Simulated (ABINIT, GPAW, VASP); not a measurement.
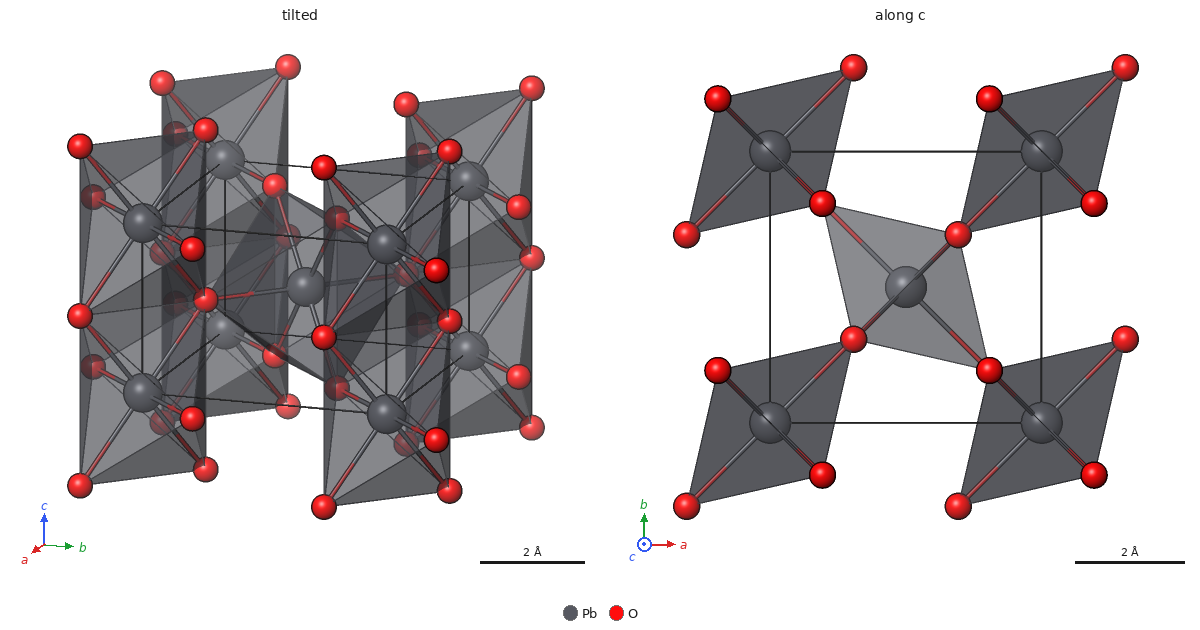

PbO2, rutile, space group P4₂/mnm (No. 136), a = 4.995 Å, b = 4.995 Å, c = 3.409 Å, α = 90.00°, β = 90.00°, γ = 90.00°. Polyhedral representation of a periodic structure, projected slightly off an axis and along the c axis. Lines trace the edges of the conventional unit cell. Some atoms of the next cells are drawn as well. The cell is a structure listed in the Materials Project.

One fixed geometry in three programs or potential sets. Alike in all runs: functional PBE; k mesh 6 × 6 × 8 on the run's cell of 6 atoms; occupations fermi-dirac, width 0.05 eV; no spin polarisation; no spin-orbit coupling.

| program | gap (eV) | pressure (GPa) |
| --- | --- | --- |
| GPAW (PAW data 1.2.1) | ? | ? |
| VASP (PBE potentials, release 64 Pb_d, O) | 0.09 | 6.0 |
| ABINIT (JTH PAW PBE v2.0) | 0.09 | 6.2 |

> Estimate the row of GPAW (PAW data 1.2.1).

A gap of 0.10 eV and a pressure of 4.2 GPa. The other rows span 0.09 to 0.09 eV and 6.0 to 6.2 GPa.

> Is this cell larger or smaller than the equilibrium cell of this functional?

Smaller: all pressures given are positive (4.2 to 6.2 GPa), so its volume would grow.

Gaps are the least found on the k-mesh, which can miss the band edges. Plane-wave pressures hold the error of each finite cutoff.

Caveat: spin-orbit coupling is left out, which shifts the gaps of compounds of heavy elements; gaps of a few tenths of an eV or less are fragile: at this level of theory the bands may already be inverted off the mesh, while the real compound's gap is often wider than semilocal functionals give.
